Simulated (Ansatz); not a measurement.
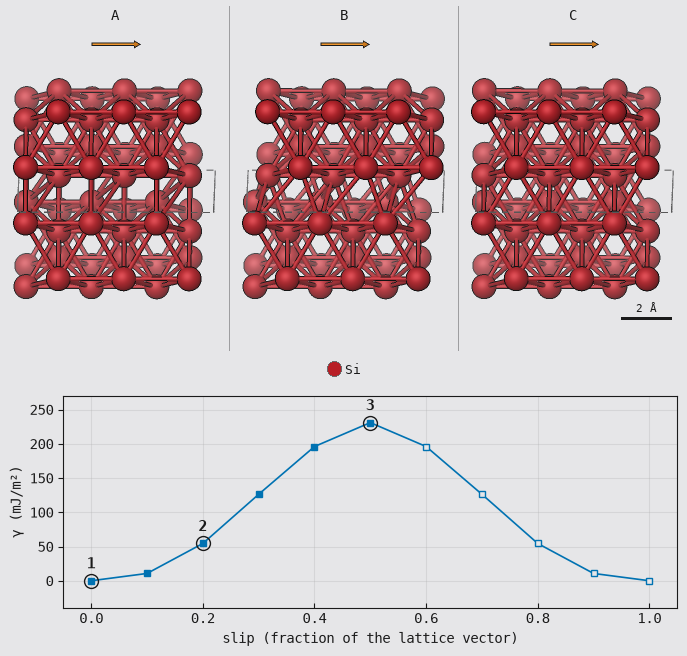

Energy scan for a crystal of Si (P6_3/mmc), in which the crystal above a cut along the (1 0 0) plane of the conventional cell (between a plane of Si below and one of Si above, 1.53 Å apart) is slid rigidly by fractions of an in-plane lattice vector 2.65 Å long (a generalised stacking fault). One cut stands in each cell, which starts 9.2 Å high; nothing is relaxed, and the dashed outline marks the cut, the arrow on top the direction of slip. The frames are shuffled; the numbered points of the plot belong to them. Hollow markers are points alike by symmetry, not computed again. Style: ball-and-stick. Shown: the layers on both sides of the cut, from the side, nearly along the cut plane.

Computed with Ansatz 0.2.0, DFT LDA, scalar-relativistic, plane waves, PAW. Settings: plane-wave cutoff 420 eV; k-point mesh 22 × 13 × 7; occupations gaussian; smearing width 0.15 eV; no spin polarisation. Energies (free energies at the smearing named) are counted from the relaxed crystal.

Question: Match the frames to the points.

Answer: Point 1 is frame C (the slip 0.00, 0.0 mJ/m²); 2 is frame B (the slip 0.20, 54.4 mJ/m²); 3 is frame A (the slip 0.50, 230.9 mJ/m²). The curve starts and ends at zero, since a full lattice vector restores the crystal. Its highest computed point is 230.9 mJ/m² at slip 0.50, which the unstable stacking-fault energy of this rigid path equals or slightly exceeds. No local minimum shows among the points, so there is no metastable fault on this line. The path is symmetric about half-way. Relaxation across the fault would lower the values.
